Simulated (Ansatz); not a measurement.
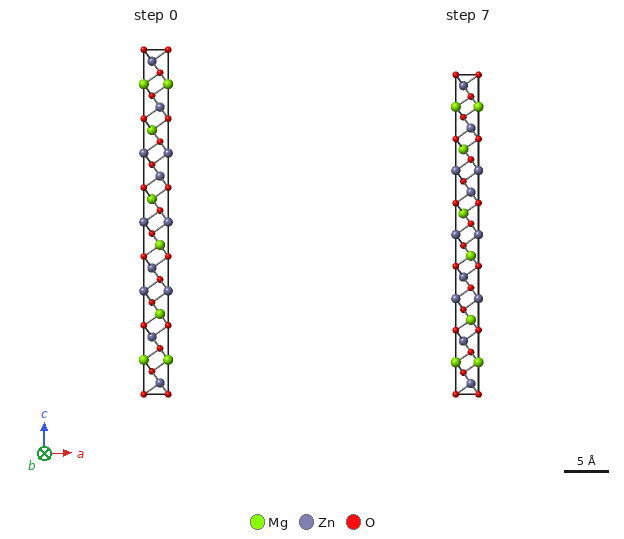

The structure of crystalline Mg₂Zn₃O₅ (a generated structure, set up in R-3m) (coarse preliminary run) before (left) and after (right) a relaxation, at one scale.

The picture is a ball-and-stick view of the conventional cell (3 times the calculation's cell), seen along the b axis. Lengths and directions refer to the drawn axes.

All numbers below come from DFT PBE, scalar-relativistic, plane waves, PAW (Ansatz). (plane-wave cutoff 420 eV; k-point mesh 6 × 6 × 6; occupations gaussian; smearing width 0.1 eV; no spin polarisation; cell and atoms relaxed; force threshold 0.04 eV/Å; at most 70 steps)

> What changed between the two?

The largest moves relative to the cell, 0.052 Å, are those of O atoms. Largest moves by element: O 0.052 Å, Zn 0.018 Å, Mg 0.009 Å. Cell: a = b 3.267 → 3.046 Å (−6.8 %), c 40.013 → 37.097 Å (−7.3 %). Volume −19.4 %. Some distances before and after: Mg–O 2.310 → 2.125 Å, O–Zn 2.310 → 2.160 Å. The space group stays R-3m (No. 166). After 5 accepted moves (7 points after the start) the energy has fallen by 195 meV per atom. The largest force component goes from 0.31 to 0.0058 eV/Å. Pressure: −21.29 GPa at the start and 0.06 GPa at the end. The SCF was repeated twice at an unchanged geometry on a basis and grid sized afresh for the cell, which shifted the energy by 3.7 meV per atom at most. Cost: 65 s on 4 threads of Intel(R) Xeon(R) Processor @ 2.50GHz (Skylake/Cascade Lake) (shared host), peak memory 0.62 GiB.
